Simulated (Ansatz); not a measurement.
Single-point calculation, with input and output: AlGaN

The run: single-point calculation of AlGaN (P-6m2, 3 atoms in the cell). Method and program: DFT PBE, scalar-relativistic, plane waves, PAW, no spin polarisation (Ansatz 0.2.0).

The structure was made by a generator, so it may or may not be a known phase.

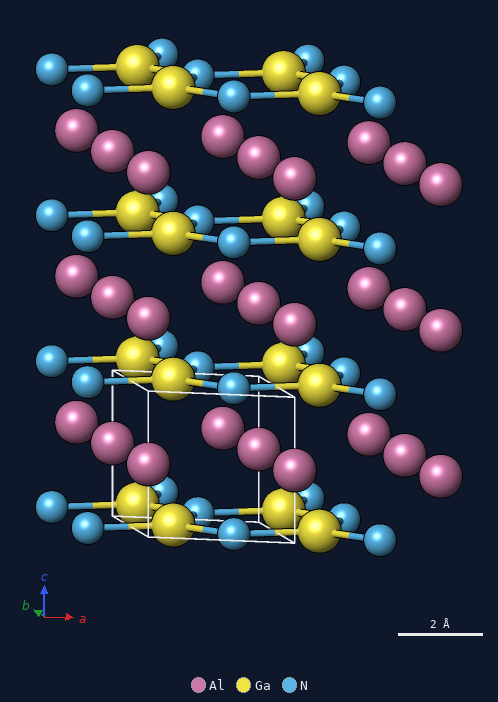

The input geometry (ball-and-stick view of the cell of the calculation, repeated 2 × 2 × 3, seen slightly off an axis; bonded neighbours outside the cell are drawn too). An atom can appear more than once, as a periodic image.

**Key numbers**

- outcome: converged
- space group (tolerance 0.01 Å): P-6m2 (187)
- electrons treated: 21
- free energy: −4702.3632 eV
- Fermi energy: 9.536 eV
- gap on the k-point mesh: none (metallic)
- pressure: 2.72 GPa
- largest force (length of the vector): under 0.001 eV/Å
- hardware: 1 thread of Intel Xeon @ 2.50GHz (Skylake/Cascade Lake), 189 GiB of memory available, shared host
- wall time: 3 s
- peak memory: 0.33 GiB

**Notes**

The cell holds an odd number of electrons but the run has no spin polarisation, so a band is left half filled.

**Input file**
```yaml
crystal:
  lattice:
    - [3.64175042, 0.0, 0.0]
    - [-1.82087521, 3.15384837, 0.0]
    - [0.0, 0.0, 3.52233485]
  atoms:
    - { symbol: Al, position: [0.0, 0.0, 0.5] }
    - { symbol: Ga, position: [0.33333333, 0.66666667, 0.0] }
    - { symbol: "N", position: [0.66666667, 0.33333333, 0.0] }
basis:
  ecutwfc: 420
kpoints:
  mp_grid: { grid: [6, 6, 6] }
hamiltonian:
  xc: pbe
scf:
  occupations: { method: gaussian, width: 0.1 }
  lower_state_search: "off"
output:
  forces: true
  stress: true
  eigenvalues: true
```

Launched with:
```bash
ansatz run input.yaml --threads 1 --pin off --max-ram 2560MiB --backend cpu --events-out ev --progress --plain --runs-dir out
```

**The program's output**
```
Engine: ansatz 0.2.0, x86_64-unknown-linux-gnu
Pseudopotentials: kind: paw
Pseudopotential: Al, paw, valence charge 3, recommended cutoff 420 eV (normal), Al.paw.azcp
Pseudopotential: Ga, paw, valence charge 13, recommended cutoff 420 eV (normal), Ga.paw.azcp
Pseudopotential: N, paw, valence charge 5, recommended cutoff 420 eV (normal), N.paw.azcp
Functional definition: PBE
  parameter kappa = 0.804
  parameter beta = 0.06672455060314922
  exchange = pbe_x(kappa = kappa, mu = beta*pi^2/3)
  correlation = pbe_c(beta = beta)
Crystal: 3 atoms, lattice volume = 40.456 Å³
Basis set: ecut = 420 eV, 767 PW (Γ), exchange–correlation on 50×50×48 points (8 copies of the dense FFT grid, shifted against one another)
Bands: 15, of which v1, the nominal top of the filled ones, is band 11 counted from 1 (10 counted from 0)
Symmetry: 12 space group operations
Space group: P-6m2 (ITA 187), of the structure as read, at distance tolerance 3.4e-5 Å
k-points: 28 of 216 (time reversal used)
Non-local potential: Al, projectors of the file, l = 0: 2, l = 1: 2, l = 2: 1
Non-local potential: Ga, projectors of the file, l = 0: 2, l = 1: 2, l = 2: 3, l = 3: 1
Non-local potential: N, projectors of the file, l = 0: 2, l = 1: 2, l = 2: 1
PAW form: soft (Blöchl's): semilocal exchange-correlation on the pseudo side does not see the compensation charge
PAW one-centre angular grid: Al, 110 points (default); XC on 64 Gauss nodes
PAW one-centre angular grid: Ga, 590 points (default); XC on 64 Gauss nodes
PAW one-centre angular grid: N, 110 points (default); XC on 64 Gauss nodes
Initial density: superposition of atomic densities (neutral atoms: chi_scale 0, normalization atom), corrected by the library's trained network
Initial wavefunctions: pseudopotential atomic-orbital guess
Functional: x = pbe(κ = 0.804, μ = 0.2195149727645171), c = pbe(β = 0.06672455060314922)
SCF iter   1: F=—  HF=-4702.363147 eV  |F-HF|=—  |Δ(HF+E_count)|=         —  Δρ=3.44e-3  dr2=2.55e-3  ethr=1.77e-3  ⟨swp⟩=4.8  Hψ=2065  notcnv=0
preconditioner: auto → none  [insulator: Δε(μ)=0.127 eV  Ē_g=14.320 eV  σ=0.100 eV  W_gap=0.57  n_scr=8 (ndim 8)  ℏωp=26.8 eV  f_vac=0.000  D(μ)=0.89/eV (n_scr^D=2)  ε∞_Penn≈4.5]
SCF iter   2: F=—  HF=-4702.363077 eV  |F-HF|=—  |Δ(HF+E_count)|=   6.97e-5  Δρ=1.58e-3  dr2=4.04e-4  ethr=1.21e-5  ⟨swp⟩=2.3  Hψ=818  notcnv=0
SCF iter   3: F=—  HF=-4702.363206 eV  |F-HF|=—  |Δ(HF+E_count)|=   1.29e-4  Δρ=3.62e-4  dr2=3.05e-5  ethr=1.93e-6  ⟨swp⟩=2.3  Hψ=645  notcnv=0
SCF iter   4: F=—  HF=-4702.363174 eV  |F-HF|=—  |Δ(HF+E_count)|=   3.23e-5  Δρ=9.86e-5  dr2=2.41e-6  ethr=1.45e-7  ⟨swp⟩=2.0  Hψ=696  notcnv=0
SCF iter   5: F=—  HF=-4702.363176 eV  |F-HF|=—  |Δ(HF+E_count)|=   1.71e-6  Δρ=1.87e-5  dr2=1.12e-7  ethr=1.15e-8  ⟨swp⟩=2.2  Hψ=575  notcnv=0
SCF iter   6: F=-4702.363176 eV  HF=-4702.363176 eV  |F-HF|=2.01e-9  |Δ(HF+E_count)|=   2.74e-8  Δρ=3.18e-6  dr2=4.58e-9  ethr=4.76e-10  ⟨swp⟩=5.2  Hψ=1458  notcnv=0
SCF 1 converged in 6 iterations: F = -4702.363176 eV  dr2 = 4.58e-9
  greatest PAW one-centre occupation: 0.994 electrons in one spin orbital (limit 2), on the Ga atom at site 1 (counted from 0), in its partial waves of l = 2
```

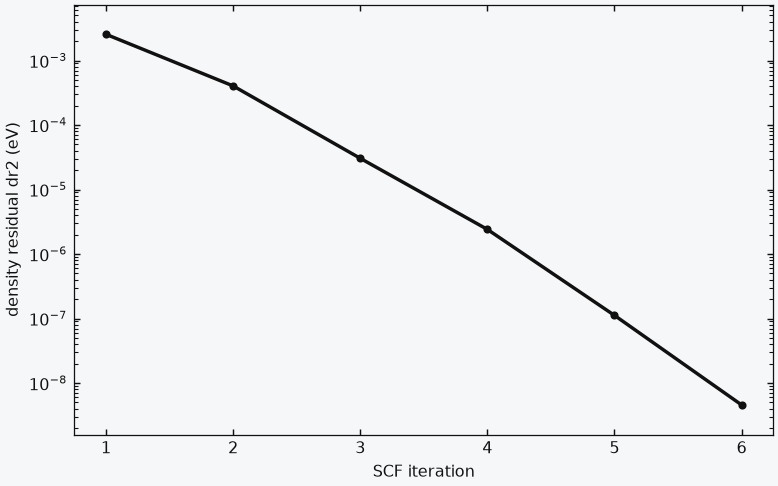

Convergence of the self-consistent field: density residual dr2 against the SCF iteration. The residual falls at every step.

```
SCF converged after 6 iterations
Free energy (F): -4702.363176 eV
Harris-Foulkes:  -4702.363176 eV  (|F-HF|=2.01e-9)
Internal energy: -4702.358653 eV  (E = F + TS)
E sigma→0 (E₀):  -4702.360914 eV
Entropy (-TS):   -0.004523 eV (-1.508 meV/atom)
Fermi energy:    9.536259 eV
--- Per-component energies (eV) ---
  E_band       = -18.258475
  E_kinetic    = 262.970843
  E_local      = -2277.831687  (includes V_loc(G=0)·N_el)
  E_nonlocal   = 483.847409
  E_hartree    = 1054.759590
  E_xc         = -167.498461
  E_vxc        = -161.553794  (∫ρ·V_xc dr)
  E_paw        = -2583.679595  (= ΣΔE_a)
  E_vpaw       = -435.209927  (= ΣTr[D̂ρ^β])
  E_aug_tail   = -0.000071  (compensation charges beyond the density's cutoff)
  E_ewald      = -1474.926680
  E_smearing   = -0.004523  (= −TS)
  E_closure    = -0.000000  (closes the sum)
  Σ components = -4702.363176   (vs F -4702.363176, Δ=0.00e0)
--- Forces (eV/Å), atoms counted from 1 ---
  atom   1  Al    -0.00000000     0.00000000     0.00000000
  atom   2  Ga    -0.00000000    -0.00000000     0.00000000
  atom   3  N      0.00000000     0.00000000     0.00000000
  max |Σ_I F_I| component: 4.72e-16 eV/Å
--- Stress (GPa, compression-positive) ---
       -1.485025       0.000000      -0.000000
        0.000000      -1.485025      -0.000000
       -0.000000      -0.000000      11.138800
  P = ⅓ Tr σ = 2.7229 GPa (27.229 kbar)
--- Band table (eV; the first three rows and the last of 28) ---
  k-point 0: bands = ["-6.7377", "-5.6354", "-5.6354", "-5.5066", "-5.5066", "-5.2496", "3.7175", "6.0631", "6.3263", "6.3263", "11.7624", "11.7624", "12.3898", "14.0159", "14.4687"]
  k-point 1: bands = ["-6.6679", "-5.6340", "-5.6340", "-5.5135", "-5.5135", "-5.1586", "3.0822", "6.1319", "6.4002", "6.4002", "11.7985", "12.0807", "12.0807", "14.4872", "15.8385"]
  k-point 2: bands = ["-6.5358", "-5.6310", "-5.6310", "-5.5271", "-5.5271", "-4.9288", "1.9094", "6.4310", "6.5566", "6.5566", "10.8120", "13.0105", "13.0105", "15.4437", "16.5722"]
  k-point 27: bands = ["-6.1613", "-5.5838", "-5.5759", "-5.5371", "-5.5128", "-3.9571", "2.2783", "3.1443", "5.2749", "6.3472", "7.1453", "12.6625", "12.7689", "14.5334", "15.1481"]
```

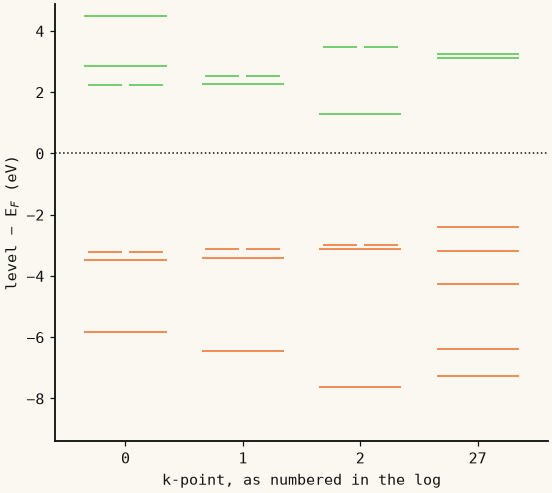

Kohn–Sham levels near the Fermi level (dotted) at the few k-points that the log prints; levels within 0.02 eV of each other stand side by side. The system is metallic on the full mesh.
